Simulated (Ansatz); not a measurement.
# PbF2: what the fields show

Input file:

```
crystal:
  lattice:
    - [6.5773668718, 0.0, 0.0]
    - [0.0, 3.9507659086, 0.0]
    - [0.0, 0.0, 7.8292825714]
  atoms:
    - { symbol: Pb, position: [0.7423482461, 0.75, 0.0964741912] }
    - { symbol: Pb, position: [0.2576517539, 0.25, 0.9035258088] }
    - { symbol: Pb, position: [0.7576517539, 0.25, 0.5964741912] }
    - { symbol: Pb, position: [0.2423482461, 0.75, 0.4035258088] }
    - { symbol: F, position: [0.1415867985, 0.75, 0.0714788172] }
    - { symbol: F, position: [0.8584132015, 0.25, 0.9285211828] }
    - { symbol: F, position: [0.3584132015, 0.25, 0.5714788172] }
    - { symbol: F, position: [0.6415867985, 0.75, 0.4285211828] }
    - { symbol: F, position: [0.5159444663, 0.75, 0.8536056561] }
    - { symbol: F, position: [0.4840555337, 0.25, 0.1463943439] }
    - { symbol: F, position: [0.9840555337, 0.25, 0.3536056561] }
    - { symbol: F, position: [0.0159444663, 0.75, 0.6463943439] }
basis:
  ecutwfc: 500
kpoints:
  mp_grid: { grid: [4, 6, 4] }
hamiltonian:
  xc: r2scan
scf:
  occupations: { method: gaussian, width: 0.02 }
output:
  forces: true
  stress: true
  eigenvalues: true
  write_density: true
  write_potential: true
  elf: true
  volumetric_format: npy
relax:
  adjacent_minimum: "off"
  f_tol: 0.005
  max_steps: 50
  cell: { stress_tol: 0.05 }
```

Command:

```sh
ansatz run input.yaml --threads 4 --pin off --max-ram 10240MiB --backend cpu --events-out ev --progress --plain --runs-dir out
```

Below, planes, directions and counts refer to the conventional cell (a = 6.42 Å, b = 3.88 Å, c = 7.68 Å, α = 90.00°, β = 90.00°, γ = 90.00°).

The fields are those of the relaxed geometry.

Space group Pnma.

Level of theory: DFT r2SCAN, scalar-relativistic, plane waves, PAW in Ansatz 0.2.0.

Core electrons are frozen (PAW), and the valence fields are smoothed inside the atomic spheres.

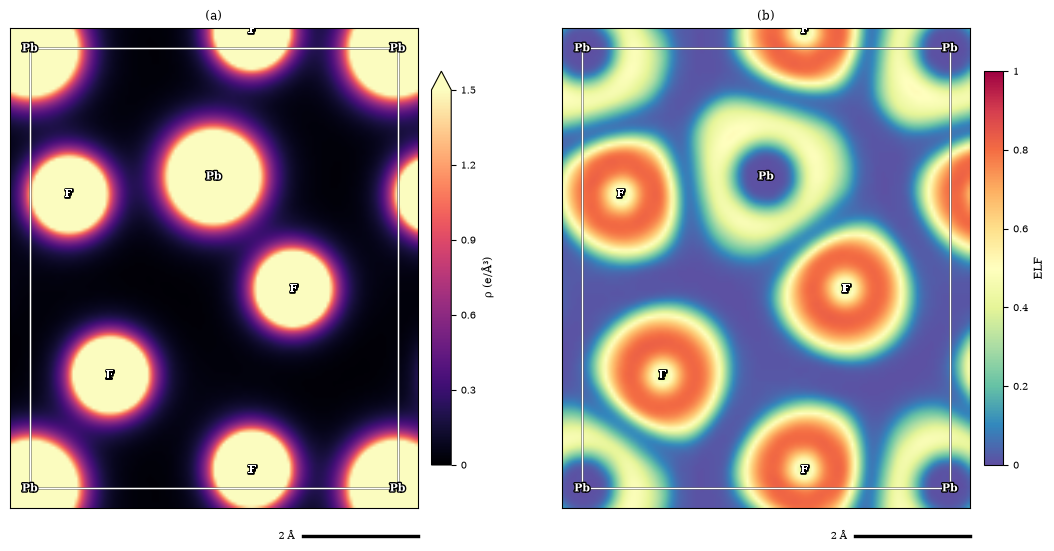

Figure 1. (a) valence charge density (pseudo); (b) ELF on the (010) plane of the conventional cell.

Q: Interpret the plot.

A: The plane passes through Pb and F nuclei. Pb–F (2.41 Å): ρ is about 0.33 e/Å³ halfway; the ELF is about 0.15 at the midpoint; no shared electron pair shows on this line. Pb–F (2.56 Å): ρ is about 0.25 e/Å³ halfway; the ELF is about 0.10 at the midpoint: no shared electron pair shows on this line. Pb–F (2.64 Å): ρ is about 0.22 e/Å³ halfway, with its minimum of 0.19 e/Å³ about 1.4 Å from Pb; the ELF is about 0.10 at the midpoint: no shared electron pair shows on this line. Between the atoms the lowest density in this plane is 0.02 e/Å³. The ELF also peaks beside F, away from the bonds: lone-pair regions.

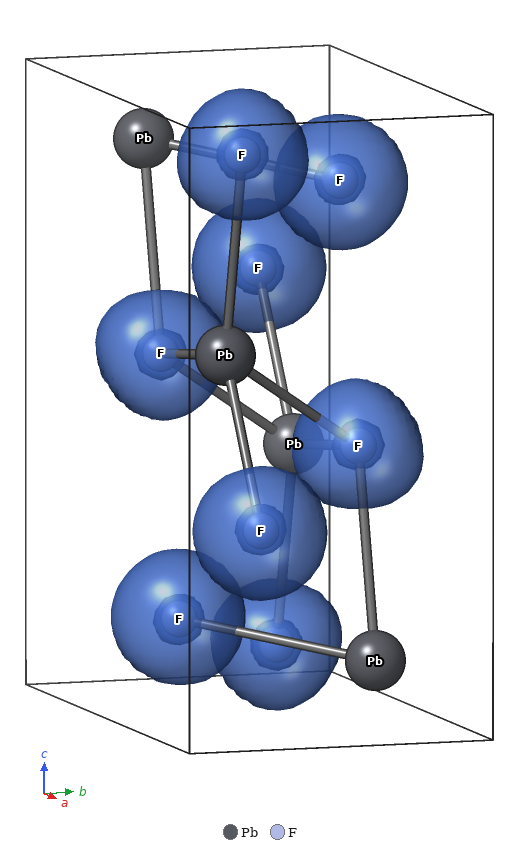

Figure 2. Isosurface of the ELF at 0.7 (blue), seen slightly off an axis. Only the valence region is drawn (cores and ρ < 0.01 e/Å³ removed). Sticks mark near contacts.

Q: Identify the bonds, lone pairs and shells in this picture.

A: The ELF exceeds this value in eight regions wrapped around F (the valence shell of each), counted in one cell of 12 atoms. Regions shared between cells count once.

Q: Does the calculation give a band gap?

A: It is gapped, with a Kohn–Sham gap of 4.8 eV on the k-point mesh, an upper bound to the gap of this method.
